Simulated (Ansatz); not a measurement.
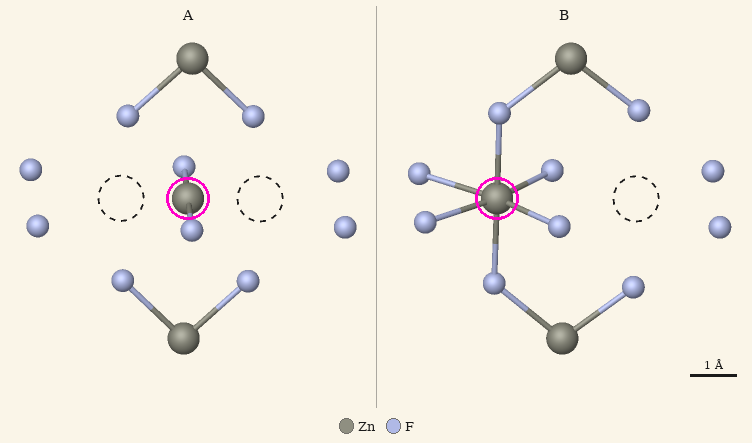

A vacancy jump of zinc in ZnF2 (P4_2/mnm phase), in a neutral cell with 23 atoms, whose images lie 6.8 Å apart. One frame is the relaxed vacancy; in the other the neighbouring Zn atom (ringed) was set half-way along its jump of 3.18 Å and all atoms were relaxed in the symmetry of that start. Dashed circles mark empty sites. The picture is a ball-and-stick view of the slice 3.8 Å thick through the jump, out to 4.0 Å from its middle, seen across the jump.

Theory: Ansatz 0.2.0, DFT PBE, scalar-relativistic, plane waves, PAW. (plane-wave cutoff 420 eV; k-point mesh 4 × 4 × 4; occupations gaussian; smearing width 0.05 eV; no spin polarisation; atoms relaxed in a fixed cell; force threshold 0.02 eV/Å).

Question: Which frame is the half-way one, and how far apart are the two in energy?

Answer: Frame A is the half-way start after relaxation. It lies 1.79 eV above the relaxed vacancy. The atom stays half-way, on the straight line. The symmetry of the start was kept and can hold it there, so for a path with one hump at the middle this is the barrier or an upper bound to it. There it has 2 F as nearest neighbours, the closest at 1.68 Å. Both cells are metallic on the mesh.

Limits of the set-up: the periodic images lie only 6.8 Å apart, so the values are limited by the cell's size.
